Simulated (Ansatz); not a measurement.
Consider Al$_{2}$O$_{3}$.

The calculation's input:

```
crystal:
  lattice:
    - [-4.7738611996, -2.7561900487, 4.3382850848]
    - [4.7738611996, -2.7561900487, 4.3382850848]
    - [0.0, 5.5123800973, 4.3382850848]
  atoms:
    - { symbol: Al, position: [0.1479209713, 0.1479209713, 0.1479209713] }
    - { symbol: Al, position: [0.6479209713, 0.6479209713, 0.1479209713] }
    - { symbol: Al, position: [0.6479209713, 0.1479209713, 0.6479209713] }
    - { symbol: Al, position: [0.1479209713, 0.6479209713, 0.6479209713] }
    - { symbol: Al, position: [0.3520790287, 0.3520790287, 0.3520790287] }
    - { symbol: Al, position: [0.8520790287, 0.8520790287, 0.3520790287] }
    - { symbol: Al, position: [0.8520790287, 0.3520790287, 0.8520790287] }
    - { symbol: Al, position: [0.3520790287, 0.8520790287, 0.8520790287] }
    - { symbol: Al, position: [0.6479209713, 0.6479209713, 0.6479209713] }
    - { symbol: Al, position: [0.1479209713, 0.1479209713, 0.6479209713] }
    - { symbol: Al, position: [0.1479209713, 0.6479209713, 0.1479209713] }
    - { symbol: Al, position: [0.6479209713, 0.1479209713, 0.1479209713] }
    - { symbol: Al, position: [0.8520790287, 0.8520790287, 0.8520790287] }
    - { symbol: Al, position: [0.3520790287, 0.3520790287, 0.8520790287] }
    - { symbol: Al, position: [0.3520790287, 0.8520790287, 0.3520790287] }
    - { symbol: Al, position: [0.8520790287, 0.3520790287, 0.3520790287] }
    - { symbol: O, position: [0.4029299275, 0.5970700725, 0.75] }
    - { symbol: O, position: [0.9029299275, 0.0970700725, 0.75] }
    - { symbol: O, position: [0.9029299275, 0.5970700725, 0.25] }
    - { symbol: O, position: [0.4029299275, 0.0970700725, 0.25] }
    - { symbol: O, position: [0.4029299275, 0.25, 0.5970700725] }
    - { symbol: O, position: [0.9029299275, 0.75, 0.5970700725] }
    - { symbol: O, position: [0.9029299275, 0.25, 0.0970700725] }
    - { symbol: O, position: [0.4029299275, 0.75, 0.0970700725] }
    - { symbol: O, position: [0.5970700725, 0.75, 0.4029299275] }
    - { symbol: O, position: [0.0970700725, 0.25, 0.4029299275] }
    - { symbol: O, position: [0.0970700725, 0.75, 0.9029299275] }
    - { symbol: O, position: [0.5970700725, 0.25, 0.9029299275] }
    - { symbol: O, position: [0.75, 0.4029299275, 0.5970700725] }
    - { symbol: O, position: [0.25, 0.9029299275, 0.5970700725] }
    - { symbol: O, position: [0.25, 0.4029299275, 0.0970700725] }
    - { symbol: O, position: [0.75, 0.9029299275, 0.0970700725] }
    - { symbol: O, position: [0.25, 0.5970700725, 0.4029299275] }
    - { symbol: O, position: [0.75, 0.0970700725, 0.4029299275] }
    - { symbol: O, position: [0.75, 0.5970700725, 0.9029299275] }
    - { symbol: O, position: [0.25, 0.0970700725, 0.9029299275] }
    - { symbol: O, position: [0.5970700725, 0.4029299275, 0.25] }
    - { symbol: O, position: [0.0970700725, 0.9029299275, 0.25] }
    - { symbol: O, position: [0.0970700725, 0.4029299275, 0.75] }
    - { symbol: O, position: [0.5970700725, 0.9029299275, 0.75] }
basis:
  ecutwfc: 420
  xc_grid: 2
kpoints:
  mp_grid: { grid: [2, 2, 2], shift: [0.5, 0.5, 0.5] }
hamiltonian:
  xc: pbesol
scf:
  occupations: { method: gaussian, width: 0.02 }
output:
  forces: true
  stress: true
  eigenvalues: true
  write_density: true
  write_potential: true
  elf: true
  volumetric_format: npy
```

Run with:

```sh
ansatz run input.yaml --threads 8 --pin off --max-ram 16384MiB --backend cpu --events-out ev --progress --plain --runs-dir out
```

Space group R-3c; a structure from a database of computed crystals, not necessarily the ambient phase.

Level of theory: Ansatz, DFT PBEsol, scalar-relativistic, plane waves, PAW.

Question: Predict the valence pseudo-density and electron localisation function between the atoms.

Answer: Al–O (1.86 Å): the density is about 0.64 e/Å³ at the midpoint; the ELF peaks at about 0.85 in the valence shell of O, 0.7 Å from its nucleus, and is about 0.80 at the midpoint.
Al–O (1.97 Å): ρ at the midpoint is about 0.51 e/Å³; the ELF peaks at about 0.85 in the valence shell of O, 0.7 Å from its nucleus, and is about 0.75 at the midpoint.

Question: Does the calculation give a band gap?

Answer: It is gapped, with a Kohn–Sham gap of 7.1 eV on the k-point mesh, an upper bound to the gap of this method.

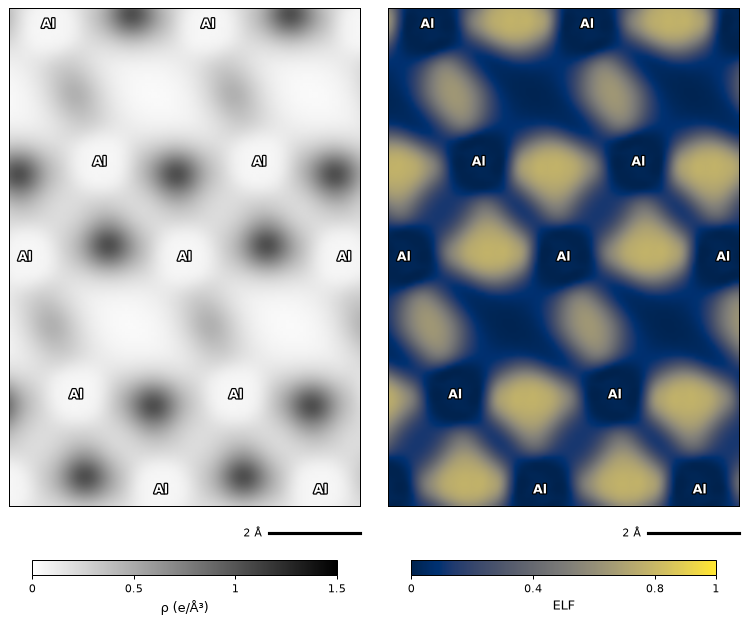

Computed valence pseudo-density and electron localisation function on the (11̄0) plane of the calculation cell, in this order. Atoms just off the plane (O, 0.7 Å away) can leave unmarked features too.

In a PAW calculation such maps are meaningful between the atoms, not at the nuclei.
